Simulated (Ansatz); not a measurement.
System: ScAl$_{3}$.

```yaml
crystal:
  lattice:
    - [4.03139, 0.00000, 0.00000]
    - [0.00000, 4.03139, 0.00000]
    - [0.00000, 0.00000, 8.73964]
  atoms:
    - { symbol: Sc, position: [0.00000, 0.00000, 0.00000] }
    - { symbol: Sc, position: [0.50000, 0.50000, 0.50000] }
    - { symbol: Al, position: [0.00000, 0.50000, 0.25000] }
    - { symbol: Al, position: [0.50000, 0.00000, 0.75000] }
    - { symbol: Al, position: [0.50000, 0.00000, 0.25000] }
    - { symbol: Al, position: [0.00000, 0.50000, 0.75000] }
    - { symbol: Al, position: [0.00000, 0.00000, 0.50000] }
    - { symbol: Al, position: [0.50000, 0.50000, 0.00000] }
```

Space group I4/mmm; a structure from a database of computed crystals, not necessarily the ambient phase; changed on purpose from its base cell (strain +0.0100 x Voigt [1, 1, 0, 0, 0, 0], atoms carried along).

Theory: DFT PBEsol, scalar-relativistic, plane waves, PAW (Ansatz).

Question: What will maps of the valence pseudo-density and electron localisation function show?

Answer: Sc–Al (2.97 Å): ρ at the midpoint is about 0.16 e/Å³; the ELF peaks at about 0.65 in the valence shell of Al, 1.1 Å from its nucleus, and is about 0.35 at the midpoint.

Question: Does the calculation make it a metal, or give it a gap?

Answer: It is metallic or semimetallic at this level of theory: no gap opens.

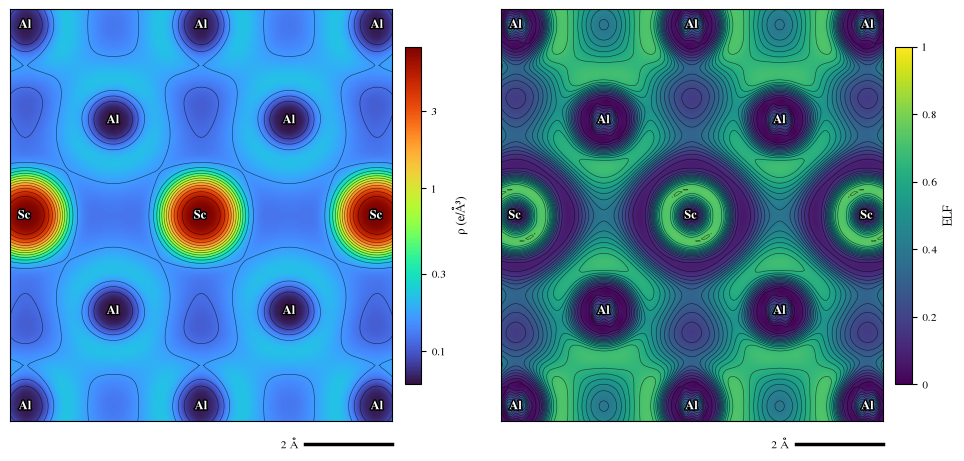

Computed valence pseudo-density and electron localisation function on the (100) plane of the conventional cell, in this order. 

The density is the valence pseudo-density of a PAW calculation; it isn't the true density close to the nuclei.
